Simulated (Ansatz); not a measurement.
## Electronic structure of Zn₁₈O₁₇ (cell with a defect) in real space

Input

```
crystal:
  lattice:
    - [-1.0e-10, -5.680065669, -5.2931776513]
    - [-4.9190811645, 2.8400328345, -5.2931776513]
    - [4.9190811645, 2.8400328344, -5.2931776513]
  atoms:
    - { symbol: Zn, position: [0.3931273771, 0.0596292328, 0.058951247], spin: 0.5 }
    - { symbol: Zn, position: [0.0553548227, 0.388688156, 0.0553548227] }
    - { symbol: Zn, position: [0.388688156, 0.7220214894, 0.388688156] }
    - { symbol: Zn, position: [0.388688156, 0.388688156, 0.7220214894] }
    - { symbol: Zn, position: [0.0553548227, 0.0553548227, 0.388688156] }
    - { symbol: Zn, position: [0.7220214894, 0.7220214894, 0.0553548227] }
    - { symbol: Zn, position: [0.7220214894, 0.388688156, 0.388688156] }
    - { symbol: Zn, position: [0.0553548227, 0.7220214894, 0.7220214894] }
    - { symbol: Zn, position: [0.7220214894, 0.0553548227, 0.7220214894] }
    - { symbol: Zn, position: [0.4442437116, 0.4442437116, 0.1109103782] }
    - { symbol: Zn, position: [0.1143600894, 0.7769569941, 0.1049859627], spin: 0.5 }
    - { symbol: Zn, position: [0.4442437116, 0.1109103782, 0.4442437116] }
    - { symbol: Zn, position: [0.4411227808, 0.775441945, 0.782219108], spin: 0.5 }
    - { symbol: Zn, position: [0.1109103782, 0.4442437116, 0.4442437116] }
    - { symbol: Zn, position: [0.7775770449, 0.1109103782, 0.1109103782] }
    - { symbol: Zn, position: [0.7775770449, 0.7775770449, 0.4442437116] }
    - { symbol: Zn, position: [0.1141916183, 0.1130098959, 0.7765922409], spin: 0.5 }
    - { symbol: Zn, position: [0.7775770449, 0.4442437116, 0.7775770449] }
    - { symbol: O, position: [0.9289862884, 0.2623196218, 0.9289862884] }
    - { symbol: O, position: [0.2623196218, 0.5956529551, 0.2623196218] }
    - { symbol: O, position: [0.2623196218, 0.2623196218, 0.5956529551] }
    - { symbol: O, position: [0.9289862884, 0.9289862884, 0.2623196218] }
    - { symbol: O, position: [0.5956529551, 0.5956529551, 0.9289862884] }
    - { symbol: O, position: [0.5956529551, 0.2623196218, 0.2623196218] }
    - { symbol: O, position: [0.9289862884, 0.5956529551, 0.5956529551] }
    - { symbol: O, position: [0.5956529551, 0.9289862884, 0.5956529551] }
    - { symbol: O, position: [0.3178751773, 0.3178751773, 0.984541844] }
    - { symbol: O, position: [0.984541844, 0.6512085106, 0.984541844] }
    - { symbol: O, position: [0.3178751773, 0.984541844, 0.3178751773] }
    - { symbol: O, position: [0.3178751773, 0.6512085106, 0.6512085106] }
    - { symbol: O, position: [0.984541844, 0.3178751773, 0.3178751773] }
    - { symbol: O, position: [0.6512085106, 0.984541844, 0.984541844] }
    - { symbol: O, position: [0.6512085106, 0.6512085106, 0.3178751773] }
    - { symbol: O, position: [0.984541844, 0.984541844, 0.6512085106] }
    - { symbol: O, position: [0.6512085106, 0.3178751773, 0.6512085106] }
  host:
    lattice:
      - [3.279387443, 0.0, 0.0]
      - [-1.6396937215, 2.8400328345, 0.0]
      - [0.0, 0.0, 5.2931776513]
    atoms:
      - { symbol: Zn, position: [0.6666666667, 0.3333333333, 0.5006021986] }
      - { symbol: Zn, position: [0.3333333333, 0.6666666667, 0.0006021986] }
      - { symbol: O, position: [0.6666666667, 0.3333333333, 0.8797078014] }
      - { symbol: O, position: [0.3333333333, 0.6666666667, 0.3797078014] }
basis:
  ecutwfc: 420
  xc_grid: 2
kpoints:
  mp_grid: { grid: [2, 2, 2], shift: [0.5, 0.5, 0.5] }
hamiltonian:
  xc: pbe
scf:
  occupations: { method: gaussian, width: 0.02 }
  lower_state_search: "off"
output:
  forces: true
  stress: false
  eigenvalues: true
  populations: true
  charged_corrections:
    defect_position: [0.26231962, 0.92898629, 0.92898629]
    epsilon: [[10.5641, 0.0, 0.0], [0.0, 10.5641, 0.0], [0.0, 0.0, 11.6128]]
  write_density: true
  write_potential: true
  elf: true
  volumetric_format: npy
magnetization:
  spin_polarized: true
relax:
  adjacent_minimum: "off"
  f_tol: 0.03
  max_steps: 40
```

Run with:

```sh
ansatz run input.yaml --threads 8 --pin off --max-ram 16384MiB --backend cpu --events-out ev --progress --plain --runs-dir out
```

The fields are those of the relaxed geometry.

The program warned that a starting moment wasn't kept; spin-polarised, but the moments vanished.

Theory: DFT PBE, scalar-relativistic, plane waves, PAW in Ansatz.

The density is the valence pseudo-density of a PAW calculation; it isn't the true density close to the nuclei.

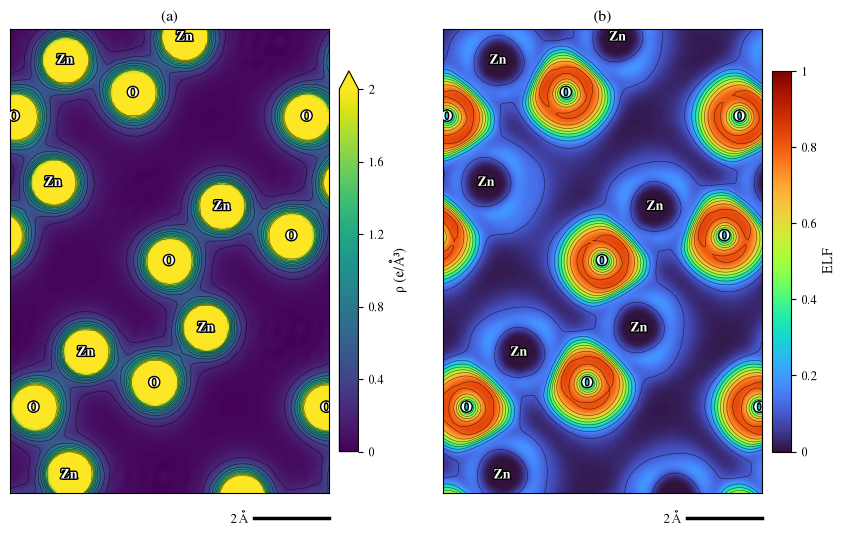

Figure 1. (a) valence charge density (pseudo); (b) ELF on the (011̄) plane of the calculation cell.

Read the bonding off the picture.

The plane passes through Zn and O nuclei. Zn–O (2.02 Å): ρ is about 0.54 e/Å³ halfway; the ELF peaks at about 0.85 in the valence shell of O, 0.6 Å from its nucleus, and is about 0.25 at the midpoint; no shared electron pair shows on this line. The density dies away to nearly zero in the voids.

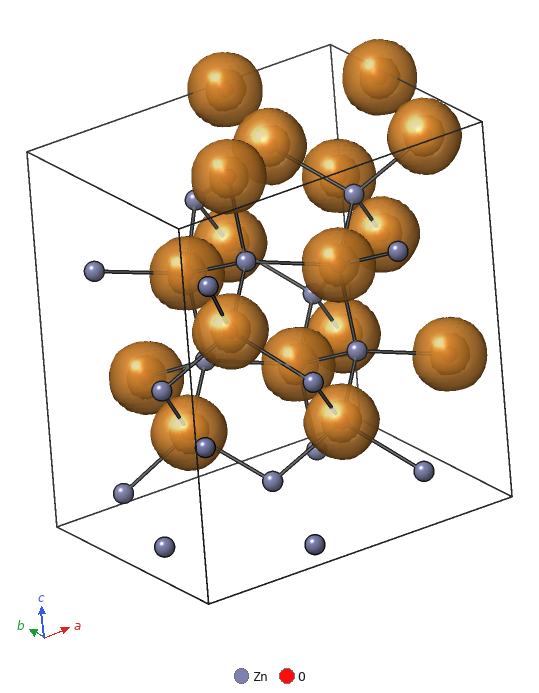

Figure 2. Isosurface of the ELF at 0.75 (orange), seen slightly off an axis. Only the valence region is drawn (cores and ρ < 0.01 e/Å³ removed). Sticks mark near contacts.

Identify the bonds, lone pairs and shells in this picture.

The ELF exceeds this value in 17 regions wrapped around O (the valence shell of each), counted in one cell of 35 atoms. Any copies at cell faces, edges or corners count once.


Zn–O (2.00 Å): the ELF peaks at about 0.85 in the valence shell of O, 0.6 Å from its nucleus, and is about 0.25 at the midpoint (no shared electron pair shows on this line).

Does the calculation make it a metal, or give it a gap?

It is gapped, with a Kohn–Sham gap of 1.9 eV on the k-point mesh, an upper bound to the gap of this method.
